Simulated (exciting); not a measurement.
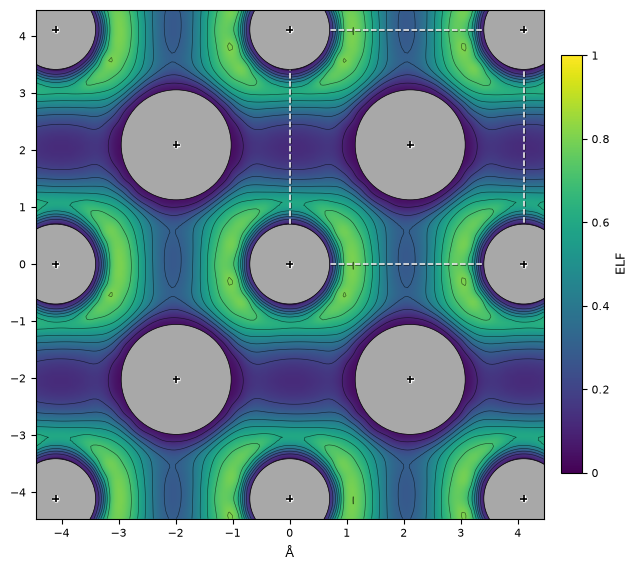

The electron localisation function on a plane through atoms (crosses mark nuclei in the plane; grey discs cover the cores).

Method: Kohn-Sham DFT of a periodic cell, PBEsol, all-electron LAPW+lo, shipped species files in exciting.

Candidates:
A. Pt, a = 2.72 Å, b = 2.74 Å, c = 2.75 Å, α = 109.51°, β = 108.80°, γ = 109.59°. Space group P-1; a structure from a database of computed crystals, not necessarily the ambient phase.
B. Si₂W, a = 3.21 Å, b = 3.21 Å, c = 7.83 Å, α = 90.00°, β = 90.00°, γ = 90.00°. Space group I4/mmm.
C. MgSi, a = 2.91 Å, b = 2.91 Å, c = 4.10 Å, α = 90.00°, β = 90.00°, γ = 90.00°. Space group P1; a structure from a database of computed crystals, not necessarily the ambient phase.

Which system is this?

Answer. Candidate C: MgSi on the (11̄0) plane of the conventional cell, which holds Si and Mg. Mg–Si (2.89 Å): the ELF peaks at about 0.75 in the valence shell of Si, 1.1 Å from its nucleus, and is about 0.60 at the midpoint. Mg–Si (2.97 Å): the ELF peaks at about 0.75 in the valence shell of Si, 1.1 Å from its nucleus, and is about 0.55 at the midpoint.
